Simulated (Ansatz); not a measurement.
**Geometry relaxation of C (part 3 of 3)**

Continued. System: C (slab, 19 atoms in the cell). Method: DFT PBE, scalar-relativistic, plane waves, PAW, spin-polarised (Ansatz 0.2.0); cutoff 420 eV, 2×2×1 k-mesh, Fermi–Dirac smearing of 0.02 eV, collinear spins. It belongs to a series of runs on one base structure; here: end point A relaxed.

Geometry of the input (Å; fractional positions):
```
7.3980  0.0000  0.0000
-3.6990  6.4069  0.0000
0.0000  0.0000  11.0000
C  0.0000  0.0000  0.0909
C  0.2222  0.1111  0.0909
C  0.0000  0.3333  0.0909
C  0.2222  0.4444  0.0909
C  -0.0000  0.6667  0.0909
C  0.2222  0.7778  0.0909
C  0.3333  0.0000  0.0909
C  0.5556  0.1111  0.0909
C  0.3333  0.3333  0.0909
C  0.5556  0.4444  0.0909
C  0.3333  0.6667  0.0909
C  0.5556  0.7778  0.0909
C  0.6667  0.0000  0.0909
C  0.8889  0.1111  0.0909
C  0.6667  0.3333  0.0909
C  0.8889  0.4444  0.0909
C  0.6667  0.6667  0.0909
C  0.8889  0.7778  0.0909
C  0.5185  0.3693  0.2236
```

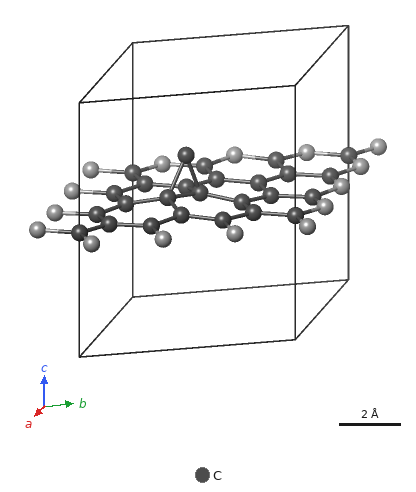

*The geometry at step 12 of the log (ball-and-stick view of the cell of the calculation, with the vacuum cut short, seen slightly off an axis; neighbours outside the cell are drawn fainter).*

## Trajectory as extended XYZ, continued
```
19
Lattice="7.3980 0.0000 0.0000 -3.6990 6.4069 0.0000 0.0000 0.0000 11.0000" Properties=species:S:1:pos:R:3:forces:R:3 step=5 energy=-4760.92850
C     0.0006    0.0012    0.9569   -0.0272  -0.0277   0.0071
C     1.2411    0.6828    0.9850   -0.0094   0.1286   0.0094
C    -1.2341    2.1379    1.0889   -0.0059  -0.0448  -0.0035
C    -0.0041    2.8446    1.0959    0.0784  -0.0682  -0.0262
C    -2.4698    4.2552    1.0007   -0.0126   0.0094   0.0086
C    -1.2337    4.9566    0.9700   -0.0011   0.0218  -0.0063
C     2.4657   -0.0339    0.9367    0.0334  -0.0355   0.0191
C     3.6886    0.6805    0.9812    0.0241   0.0508  -0.0262
C     1.2362    2.1064    1.0953    0.1281   0.0869   0.0343
C     2.4639    2.8921    1.0092   -0.0313  -0.0183   0.2340
C     0.0019    4.2552    0.9972    0.0169   0.0335   0.0045
C     1.2321    4.9910    0.9057   -0.0416   0.0226   0.0085
C     4.9289    0.0006    0.9529   -0.0107  -0.0087  -0.0024
C     6.1638    0.7122    1.0055    0.0151   0.0321  -0.0044
C     3.6927    2.1053    1.1070   -0.2040   0.0863   0.1658
C     4.9340    2.8456    1.1014   -0.0607  -0.0396  -0.0283
C     2.4651    4.3242    0.8587   -0.0104  -0.2452   0.0053
C     3.6978    4.9916    0.9088    0.0500   0.0409   0.0160
C     2.4900    2.4651    2.5030    0.0689  -0.0248  -0.4152
19
Lattice="7.3980 0.0000 0.0000 -3.6990 6.4069 0.0000 0.0000 0.0000 11.0000" Properties=species:S:1:pos:R:3:forces:R:3 step=6 energy=-4760.94978
C    -0.0002    0.0040    0.9593    0.0002   0.0080   0.0084
C     1.2433    0.6864    0.9861   -0.0632   0.0830   0.0320
C    -1.2356    2.1378    1.0969    0.0104  -0.0013   0.0007
C    -0.0010    2.8434    1.1016   -0.0262  -0.0404  -0.0147
C    -2.4718    4.2538    1.0100    0.0593  -0.0533   0.0097
C    -1.2341    4.9547    0.9695   -0.0065   0.0059   0.0068
C     2.4671   -0.0380    0.9319    0.1128  -0.0140  -0.0082
C     3.6860    0.6793    0.9744    0.0664  -0.1437  -0.0968
C     1.2422    2.1072    1.1057   -0.0759  -0.0744  -0.1621
C     2.4614    2.9027    1.0118   -0.1138   0.0926   0.0027
C     0.0023    4.2544    0.9971   -0.0493   0.0274  -0.0030
C     1.2308    4.9927    0.8960    0.0869  -0.0109  -0.0161
C     4.9268    0.0025    0.9453   -0.0780   0.0525  -0.0294
C     6.1629    0.7143    1.0062    0.0198  -0.0190   0.0037
C     3.6819    2.1037    1.1373   -0.0960  -0.0853   0.2438
C     4.9285    2.8453    1.1176    0.0217   0.0632  -0.0269
C     2.4637    4.3267    0.8447   -0.0115   0.0642  -0.0650
C     3.6970    4.9944    0.9094   -0.0755   0.0153   0.0108
C     2.5094    2.4488    2.4592    0.2185   0.0300   0.1031
19
Lattice="7.3980 0.0000 0.0000 -3.6990 6.4069 0.0000 0.0000 0.0000 11.0000" Properties=species:S:1:pos:R:3:forces:R:3 step=7 energy=-4760.95528
C    -0.0024    0.0075    0.9608    0.0631   0.0520   0.0018
C     1.2447    0.6911    0.9918    0.0074  -0.1520   0.0471
C    -1.2381    2.1368    1.1053    0.0013   0.1307   0.0009
C     0.0003    2.8402    1.1036   -0.0928  -0.0400   0.0279
C    -2.4739    4.2511    1.0210   -0.0488   0.0074  -0.0146
C    -1.2347    4.9511    0.9663   -0.0269  -0.1001   0.0032
C     2.4704   -0.0440    0.9254   -0.0770   0.2217   0.0274
C     3.6837    0.6744    0.9634    0.0416  -0.0788  -0.0498
C     1.2465    2.1060    1.1176   -0.3159   0.0508  -0.3647
C     2.4570    2.9165    1.0247   -0.1450  -0.0774  -0.4037
C     0.0010    4.2525    0.9888    0.0440   0.0380  -0.0128
C     1.2294    4.9946    0.8716   -0.0213  -0.0480  -0.0116
C     4.9232    0.0045    0.9248    0.0121   0.0229  -0.0222
C     6.1608    0.7160    1.0045    0.0253  -0.1024  -0.0107
C     3.6693    2.0980    1.1890    0.0860  -0.1477   0.0464
C     4.9223    2.8445    1.1396    0.1027   0.0474   0.0221
C     2.4614    4.3312    0.8209    0.0785   0.2093   0.0697
C     3.6946    4.9980    0.9072   -0.0205  -0.0847  -0.0234
C     2.5449    2.4442    2.4337    0.2863   0.0512   0.6671
19
Lattice="7.3980 0.0000 0.0000 -3.6990 6.4069 0.0000 0.0000 0.0000 11.0000" Properties=species:S:1:pos:R:3:forces:R:3 step=8 energy=-4760.97443
C    -0.0020    0.0063    0.9607   -0.0151   0.0106   0.0054
C     1.2424    0.6913    0.9934    0.0051  -0.0355   0.0604
C    -1.2381    2.1377    1.1001   -0.0349   0.0114   0.0077
C    -0.0022    2.8405    1.0969   -0.0367  -0.0050   0.0017
C    -2.4749    4.2513    1.0195    0.0169  -0.0325  -0.0016
C    -1.2368    4.9521    0.9665    0.0318   0.0090  -0.0050
C     2.4677   -0.0393    0.9293    0.0534   0.0263   0.0017
C     3.6837    0.6761    0.9654    0.0362  -0.2062  -0.0642
C     1.2415    2.1075    1.1068   -0.2075   0.0621  -0.3280
C     2.4564    2.9126    1.0248   -0.1927  -0.1395  -0.1624
C    -0.0003    4.2536    0.9862   -0.0072   0.0450  -0.0041
C     1.2282    4.9937    0.8726    0.0469  -0.0557  -0.0107
C     4.9232    0.0036    0.9241   -0.0281   0.0415  -0.0167
C     6.1613    0.7145    1.0017    0.0202  -0.0410  -0.0018
C     3.6716    2.0974    1.1894    0.0079  -0.0370   0.1045
C     4.9236    2.8446    1.1368    0.0708   0.0606   0.0162
C     2.4620    4.3286    0.8265    0.0124   0.1989   0.0542
C     3.6951    4.9956    0.9087   -0.0802   0.0039  -0.0195
C     2.5585    2.4466    2.4506    0.3010   0.0833   0.3621
19
Lattice="7.3980 0.0000 0.0000 -3.6990 6.4069 0.0000 0.0000 0.0000 11.0000" Properties=species:S:1:pos:R:3:forces:R:3 step=9 energy=-4761.08840
C    -0.0112    0.0025    0.9695   -0.1565   0.0393  -0.0123
C     1.2260    0.7005    1.0068    0.0700   0.2898  -0.0060
C    -1.2491    2.1399    1.0730   -0.0464  -0.3077   0.0231
C    -0.0195    2.8402    1.0319    0.0000   0.0992  -0.1998
C    -2.4836    4.2511    1.0276    0.1112   0.0109   0.0128
C    -1.2479    4.9583    0.9575    0.1080   0.1115  -0.0151
C     2.4590   -0.0237    0.9458    0.1615  -0.2616  -0.0681
C     3.6829    0.6686    0.9665   -0.1581  -0.2097   0.0553
C     1.2091    2.1206    1.0175    0.0381  -0.1919  -0.0969
C     2.4356    2.8950    1.0460   -0.2279  -0.2318   0.5655
C    -0.0126    4.2613    0.9463   -0.1456  -0.0010   0.0651
C     1.2192    4.9884    0.8551    0.0695  -0.0395  -0.0180
C     4.9162   -0.0034    0.8991    0.0061   0.0926   0.0431
C     6.1554    0.7074    0.9860    0.0250   0.1450   0.0502
C     3.6715    2.0878    1.2707   -0.0878   0.1284  -0.0414
C     4.9243    2.8467    1.1492   -0.0112   0.1363  -0.0912
C     2.4551    4.3191    0.8582    0.0358  -0.0885   0.0798
C     3.6854    4.9894    0.9327   -0.0717   0.0812   0.0166
C     2.7450    2.4646    2.5206    0.2799   0.1977  -0.3632
19
Lattice="7.3980 0.0000 0.0000 -3.6990 6.4069 0.0000 0.0000 0.0000 11.0000" Properties=species:S:1:pos:R:3:forces:R:3 step=10 energy=-4761.17012
C    -0.0258    0.0014    0.9778    0.0323  -0.0253  -0.0986
C     1.2120    0.7073    0.9937   -0.1234   0.1222  -0.2110
C    -1.2633    2.1303    1.0257   -0.1501   0.0485  -0.0770
C    -0.0364    2.8332    0.9562    0.1946   0.0997  -0.1548
C    -2.4853    4.2560    1.0207    0.0385   0.0275   0.0110
C    -1.2522    4.9631    0.9374    0.0369  -0.0624   0.0323
C     2.4539   -0.0227    0.9466   -0.2051  -0.0553   0.0295
C     3.6777    0.6519    0.9730   -0.1432   0.8282   0.2957
C     1.1852    2.1203    0.9517    0.0673  -0.2480   0.2489
C     2.4112    2.8762    1.1155   -0.2356  -0.2150   0.5181
C    -0.0259    4.2597    0.9170   -0.0201  -0.0685  -0.0095
C     1.2116    4.9741    0.8675    0.0755   0.1094   0.1168
C     4.9074   -0.0153    0.9067    0.2008  -0.0393   0.0477
C     6.1439    0.7036    0.9798   -0.0990  -0.0598   0.0237
C     3.6778    2.0942    1.2884    0.3039  -0.1753   0.0563
C     4.9221    2.8549    1.1199    0.1494  -0.2868  -0.4378
C     2.4484    4.2998    0.9397   -0.1019   0.1681  -0.3788
C     3.6749    4.9856    0.9735   -0.1140   0.1181   0.0924
C     2.9235    2.5406    2.5692    0.0933  -0.2865  -0.1050
19
Lattice="7.3980 0.0000 0.0000 -3.6990 6.4069 0.0000 0.0000 0.0000 11.0000" Properties=species:S:1:pos:R:3:forces:R:3 step=11 energy=-4761.11903 accepted=F
C    -0.0367    0.0045    0.9669    0.1992  -0.1163  -0.1463
C     1.2075    0.7049    0.9570   -0.0422  -0.3911   0.1799
C    -1.2699    2.1167    0.9788    0.2426   0.9198  -0.1397
C    -0.0336    2.8259    0.9343    0.2003  -0.2924   0.2361
C    -2.4776    4.2611    0.9912   -0.2995  -0.0363  -0.0257
C    -1.2451    4.9636    0.9210   -0.1620  -0.3667   0.1113
C     2.4506   -0.0341    0.9351   -0.0487   0.5841   0.1539
C     3.6721    0.6545    0.9914   -0.0340   0.7669   0.0957
C     1.1921    2.1008    0.9931   -0.9086   0.4010  -0.4411
C     2.4004    2.8660    1.1999   -0.0501  -0.0686  -0.3583
C    -0.0252    4.2521    0.9288    0.1750  -0.0254  -0.1618
C     1.2141    4.9689    0.9097   -0.0342   0.2189   0.3119
C     4.9078   -0.0156    0.9505   -0.1729  -0.2956  -0.1522
C     6.1344    0.7074    0.9815    0.0605  -0.4832  -0.0259
C     3.6911    2.1050    1.2188    0.0233  -0.1618   0.6709
C     4.9211    2.8559    1.0454    0.1469  -0.2451  -0.2844
C     2.4454    4.2921    1.0021   -0.1454   0.6380  -0.6973
C     3.6682    4.9911    0.9910    0.1416  -0.2931   0.0361
C     2.9439    2.5935    2.5634    0.7083  -0.7528   0.6356
19
Lattice="7.3980 0.0000 0.0000 -3.6990 6.4069 0.0000 0.0000 0.0000 11.0000" Properties=species:S:1:pos:R:3:forces:R:3 step=12 energy=-4761.22155
C    -0.0311    0.0029    0.9697    0.0242  -0.0673  -0.0849
C     1.2049    0.7097    0.9837   -0.0129  -0.2373  -0.0829
C    -1.2664    2.1281    1.0046    0.0315   0.1745  -0.1122
C    -0.0349    2.8310    0.9423    0.0643   0.1632  -0.0614
C    -2.4842    4.2557    1.0114   -0.1518   0.0135  -0.0148
C    -1.2523    4.9637    0.9345    0.0422   0.0137   0.0321
C     2.4472   -0.0188    0.9501    0.0264  -0.0068   0.0478
C     3.6740    0.6655    0.9854   -0.0711  -0.0447   0.0950
C     1.1818    2.1125    0.9642   -0.0599   0.1481   0.0897
C     2.4006    2.8684    1.1538    0.0177   0.1796   0.4048
C    -0.0258    4.2600    0.9164   -0.0196  -0.0750  -0.0312
C     1.2123    4.9781    0.8753   -0.0386   0.0825   0.0970
C     4.9092   -0.0099    0.9155   -0.2307  -0.0849   0.0048
C     6.1403    0.7043    0.9763    0.0282  -0.0637  -0.0074
C     3.6825    2.0884    1.2916    0.3940   0.3180  -0.0422
C     4.9234    2.8502    1.0912    0.0319  -0.0685  -0.3057
C     2.4446    4.3018    0.9452   -0.1116  -0.1740  -0.1932
C     3.6699    4.9887    0.9756    0.0933  -0.0904   0.0349
C     2.9645    2.5340    2.5733   -0.0576  -0.1804   0.1300
19
Lattice="7.3980 0.0000 0.0000 -3.6990 6.4069 0.0000 0.0000 0.0000 11.0000" Properties=species:S:1:pos:R:3:forces:R:3 step=13 energy=-4761.28194
C    -0.0378    0.0008    0.9442   -0.1169   0.0626  -0.0315
C     1.1984    0.7097    0.9868    0.0578  -0.1462  -0.0558
C    -1.2675    2.1319    0.9443   -0.0835   0.0222  -0.0579
C    -0.0331    2.8355    0.9197    0.1683   0.0013   0.0209
C    -2.4890    4.2581    0.9858   -0.1588   0.0737   0.0004
C    -1.2554    4.9676    0.9162    0.1566  -0.0928   0.0490
C     2.4429   -0.0155    0.9585   -0.0782   0.0703   0.0482
C     3.6689    0.6709    0.9944    0.1100  -0.1316  -0.0492
C     1.1785    2.1153    1.0061   -0.2080   0.0823  -0.1078
C     2.3922    2.8714    1.2534    0.0970   0.0387   0.3985
C    -0.0286    4.2621    0.9049   -0.2465   0.0983   0.0250
C     1.2072    4.9789    0.8849    0.0758  -0.0974   0.0353
C     4.9005   -0.0089    0.9017   -0.1615   0.1075  -0.0009
C     6.1349    0.7053    0.9363    0.1639  -0.0799   0.0512
C     3.6998    2.0936    1.3064    0.1227   0.1547   0.1498
C     4.9235    2.8527    1.0411    0.1487  -0.0900  -0.1762
C     2.4358    4.2970    0.9798   -0.1142   0.0505  -0.1133
C     3.6626    4.9845    0.9750    0.1339  -0.0808  -0.0190
C     3.0268    2.5035    2.6204   -0.0671  -0.0433  -0.1661
19
Lattice="7.3980 0.0000 0.0000 -3.6990 6.4069 0.0000 0.0000 0.0000 11.0000" Properties=species:S:1:pos:R:3:forces:R:3 step=14 energy=-4761.26801 accepted=F
C    -0.0431   -0.0010    0.9044    0.2212  -0.0716   0.0344
C     1.1951    0.7107    0.9790   -0.0631  -0.0461  -0.0347
C    -1.2679    2.1320    0.8786    0.2511  -0.1027   0.0009
C    -0.0265    2.8383    0.8840   -0.3276   0.0888  -0.0096
C    -2.4936    4.2586    0.9643    0.0075   0.0688   0.0108
C    -1.2569    4.9700    0.8947   -0.1175   0.0817   0.0450
C     2.4398   -0.0098    0.9631   -0.0292  -0.0561   0.0556
C     3.6713    0.6726    1.0068   -0.1142   0.3899   0.1028
C     1.1707    2.1197    1.0304    0.4098   0.0156   0.0524
C     2.3742    2.8818    1.4020   -0.5425   0.1856  -0.5122
C    -0.0337    4.2654    0.8807    0.0746  -0.0007   0.0925
C     1.2056    4.9764    0.8701   -0.2913   0.1020  -0.0163
C     4.8949   -0.0049    0.8672    0.2081  -0.1299   0.0342
C     6.1343    0.7043    0.8850   -0.1091   0.0793   0.0605
C     3.7290    2.0909    1.3906    0.4349  -0.2606  -0.4169
C     4.9293    2.8506    1.0097   -0.3729  -0.0659   0.1480
C     2.4262    4.2968    1.0082    0.2281  -0.3445   0.1701
C     3.6583    4.9787    0.9644    0.0611   0.0604   0.0062
C     3.0534    2.4831    2.6767    0.0712   0.0062   0.1769
19
Lattice="7.3980 0.0000 0.0000 -3.6990 6.4069 0.0000 0.0000 0.0000 11.0000" Properties=species:S:1:pos:R:3:forces:R:3 step=15 energy=-4761.30141
C    -0.0398   -0.0011    0.9191   -0.0643   0.0666  -0.0059
C     1.1968    0.7088    0.9774    0.0196   0.1180  -0.0106
C    -1.2658    2.1313    0.9071    0.0677  -0.0139  -0.0087
C    -0.0307    2.8386    0.9059   -0.0138  -0.0441  -0.0256
C    -2.4919    4.2588    0.9694   -0.0724  -0.0662   0.0389
C    -1.2568    4.9693    0.9157    0.1096  -0.0500  -0.0212
C     2.4410   -0.0130    0.9667    0.0385   0.0857   0.0467
C     3.6719    0.6707    1.0053   -0.0872   0.0758   0.0360
C     1.1742    2.1186    1.0143   -0.0118  -0.1024  -0.0115
C     2.3836    2.8775    1.3277    0.0169  -0.1111  -0.1034
C    -0.0343    4.2655    0.9070   -0.1086   0.0746   0.0327
C     1.2038    4.9780    0.8890   -0.0169  -0.0019  -0.0207
C     4.8978   -0.0074    0.8934    0.0318  -0.0513  -0.0079
C     6.1362    0.7038    0.9126    0.1134  -0.0528   0.0115
C     3.7196    2.0929    1.3381   -0.1312   0.1160  -0.0431
C     4.9284    2.8505    1.0145   -0.0620   0.0517   0.0407
C     2.4296    4.2966    0.9919    0.1296   0.0397   0.0574
C     3.6615    4.9807    0.9628   -0.0650  -0.0908   0.0196
C     3.0356    2.4940    2.6422    0.1062  -0.0435  -0.0249
19
Lattice="7.3980 0.0000 0.0000 -3.6990 6.4069 0.0000 0.0000 0.0000 11.0000" Properties=species:S:1:pos:R:3:forces:R:3 step=16 energy=-4761.30485
C    -0.0415    0.0001    0.9220    0.0955  -0.0715   0.0060
C     1.1963    0.7115    0.9747   -0.0282  -0.0636   0.0159
C    -1.2651    2.1308    0.9040   -0.0695   0.0319   0.0161
C    -0.0322    2.8376    0.9045    0.0470   0.0133   0.0133
C    -2.4942    4.2579    0.9753    0.0648   0.0519  -0.0041
C    -1.2557    4.9694    0.9222   -0.0997   0.0542   0.0115
C     2.4414   -0.0099    0.9715   -0.0255  -0.0466  -0.0083
C     3.6697    0.6741    1.0019    0.0613  -0.0442  -0.0017
C     1.1738    2.1168    1.0108   -0.0480   0.0770  -0.0277
C     2.3855    2.8743    1.3200   -0.0610  -0.0862  -0.0107
C    -0.0375    4.2667    0.9138    0.0727  -0.0276  -0.0109
C     1.2027    4.9783    0.8955    0.0154  -0.0407   0.0055
C     4.8976   -0.0077    0.8964   -0.0171   0.0235   0.0122
C     6.1385    0.7028    0.9141   -0.0880   0.0168  -0.0139
C     3.7152    2.0976    1.3212    0.0241   0.0148  -0.0172
C     4.9259    2.8523    1.0098    0.1099  -0.0484  -0.0219
C     2.4307    4.2959    0.9991   -0.0536   0.0699   0.0059
C     3.6596    4.9790    0.9706   -0.0005   0.0724  -0.0064
C     3.0499    2.4868    2.6325    0.0004   0.0029   0.0364
19
Lattice="7.3980 0.0000 0.0000 -3.6990 6.4069 0.0000 0.0000 0.0000 11.0000" Properties=species:S:1:pos:R:3:forces:R:3 step=17 energy=-4761.30587
C    -0.0412   -0.0009    0.9238   -0.0093  -0.0006  -0.0070
C     1.1949    0.7103    0.9747    0.0153   0.0045  -0.0032
C    -1.2656    2.1315    0.9038    0.0031  -0.0001  -0.0074
C    -0.0320    2.8383    0.9042   -0.0004   0.0004  -0.0068
C    -2.4925    4.2596    0.9738   -0.0182  -0.0044   0.0040
C    -1.2564    4.9708    0.9233    0.0066  -0.0060  -0.0076
C     2.4406   -0.0101    0.9714   -0.0011   0.0227   0.0088
C     3.6702    0.6735    1.0016   -0.0052   0.0055   0.0120
C     1.1721    2.1172    1.0073    0.0071  -0.0055   0.0055
C     2.3843    2.8714    1.3188   -0.0039  -0.0143  -0.0013
C    -0.0366    4.2668    0.9146   -0.0008   0.0042   0.0027
C     1.2028    4.9775    0.8990    0.0060   0.0051   0.0005
C     4.8971   -0.0077    0.8988    0.0098  -0.0038  -0.0040
C     6.1369    0.7030    0.9144   -0.0030  -0.0070   0.0052
C     3.7164    2.0985    1.3177    0.0010   0.0183   0.0001
C     4.9283    2.8528    1.0062   -0.0064   0.0012   0.0028
C     2.4300    4.2965    1.0026    0.0033  -0.0051   0.0063
C     3.6597    4.9798    0.9719   -0.0007  -0.0123   0.0042
C     3.0517    2.4854    2.6320   -0.0032  -0.0028  -0.0146
19
Lattice="7.3980 0.0000 0.0000 -3.6990 6.4069 0.0000 0.0000 0.0000 11.0000" Properties=species:S:1:pos:R:3:forces:R:3 step=18 energy=-4761.30587
C    -0.0412   -0.0009    0.9238   -0.0093  -0.0007  -0.0070
C     1.1949    0.7103    0.9747    0.0153   0.0045  -0.0032
C    -1.2656    2.1315    0.9038    0.0031  -0.0001  -0.0074
C    -0.0320    2.8383    0.9042   -0.0004   0.0004  -0.0068
C    -2.4925    4.2596    0.9738   -0.0182  -0.0043   0.0040
C    -1.2564    4.9708    0.9233    0.0066  -0.0060  -0.0076
C     2.4406   -0.0101    0.9714   -0.0011   0.0227   0.0088
C     3.6702    0.6735    1.0016   -0.0052   0.0055   0.0120
C     1.1721    2.1172    1.0073    0.0071  -0.0054   0.0055
C     2.3843    2.8714    1.3188   -0.0039  -0.0143  -0.0014
C    -0.0366    4.2668    0.9146   -0.0008   0.0041   0.0027
C     1.2028    4.9775    0.8990    0.0061   0.0051   0.0005
C     4.8971   -0.0077    0.8988    0.0098  -0.0037  -0.0040
C     6.1369    0.7030    0.9144   -0.0030  -0.0070   0.0052
C     3.7164    2.0985    1.3177    0.0011   0.0183   0.0000
C     4.9283    2.8528    1.0062   -0.0064   0.0012   0.0028
C     2.4300    4.2965    1.0026    0.0033  -0.0051   0.0063
C     3.6597    4.9798    0.9719   -0.0007  -0.0124   0.0042
C     3.0517    2.4854    2.6320   -0.0032  -0.0028  -0.0145
```

## Key numbers

```tsv
quantity	value
outcome	converged
electrons treated	76
free energy	−4761.3059 eV
Fermi energy	−1.223 eV
net moment of the cell	0.50 μB
integrated absolute moment	0.56 μB
final volume	521.38 Å³
largest force (length of the vector) at the end	0.024 eV/Å
wall time	1.9 min (CPU time 3.8 min)
peak memory	0.91 GiB
```

## Notes

The k-point mesh is coarse for a cell of this size, so the results may not be converged.
